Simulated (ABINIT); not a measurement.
## Geometry relaxation, with input and output: HgTe (part 3 of 3)

The same run, continued: HgTe (F-43m, 2 atoms in the cell); Kohn-Sham DFT of a periodic cell, PBE, SPMS NC PBE v1.0, no spin polarisation (ABINIT 10.8.3); cutoff 707.5 eV, 5×5×5 k-mesh, fermi-dirac of 0.05 eV. The structure derives from an entry of the Crystallography Open Database.

Geometry of the input (Å; fractional positions):
```
0.0000  3.2145  3.2145
3.2145  0.0000  3.2145
3.2145  3.2145  0.0000
Hg 0.0000  0.0000  0.0000
Te 0.7500  0.7500  0.7500
```

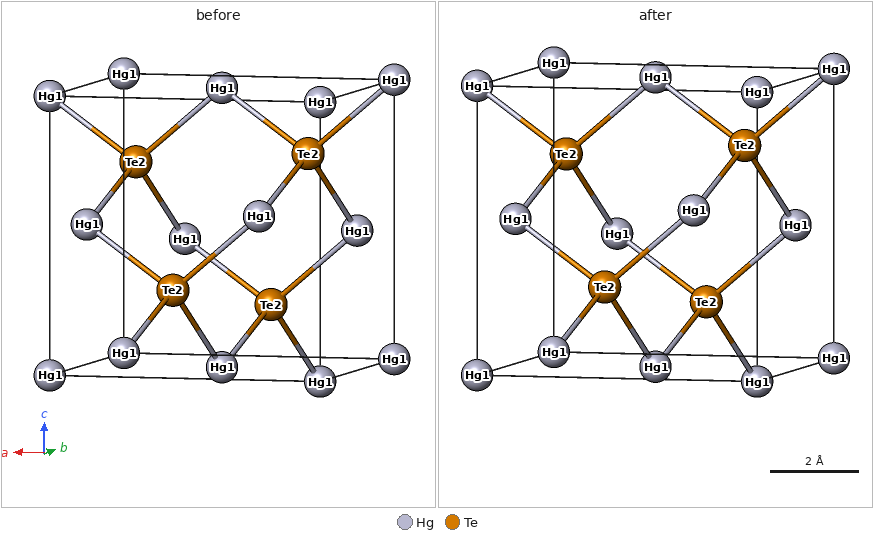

Figure 1. Before (left) and after (right) the relaxation, at one scale (ball-and-stick view of the cell 4 times as large as that of the calculation, set on its symmetry axes, seen at an oblique angle). The atoms keep their places relative to the cell (all moves are under 0.005 Å). The drawn cell changes as follows: a = b = c 6.429 → 6.659 Å (+3.6 %); the volume changes by +11.1 %. Among the contacts that change: Hg1–Te2 2.784 → 2.883 Å. The space group stays F-43m (No. 216). After 4 geometry steps the energy has fallen by 97.5 meV per cell of the calculation. All forces vanish by symmetry, so only the cell relaxes. (Atoms are counted from 1 in the order of the input.)

### Summary

| quantity | value |
| --- | --- |
| outcome | converged |
| space group (tolerance 0.01 Å) | F-43m (216) |
| electrons treated | 36 |
| free energy | −7152.7150 eV |
| Fermi energy | 3.686 eV |
| gap on the k-point mesh | none (metallic) |
| pressure | 0.00 GPa |
| final volume | 73.81 Å³ |
| largest force (length of the vector) at the end | under 0.001 eV/Å |
| final cell | a = 4.708 Å, b = 4.708 Å, c = 4.708 Å, α = 60.00°, β = 60.00°, γ = 60.00° |
| hardware | 4 threads of AMD EPYC (Zen 3), 192 GiB of memory available, shared host |
| wall time | 76 s (CPU time 4.8 min) |
| peak memory | 0.36 GiB |

### Remarks

Spin–orbit coupling is left out, which matters for Hg.
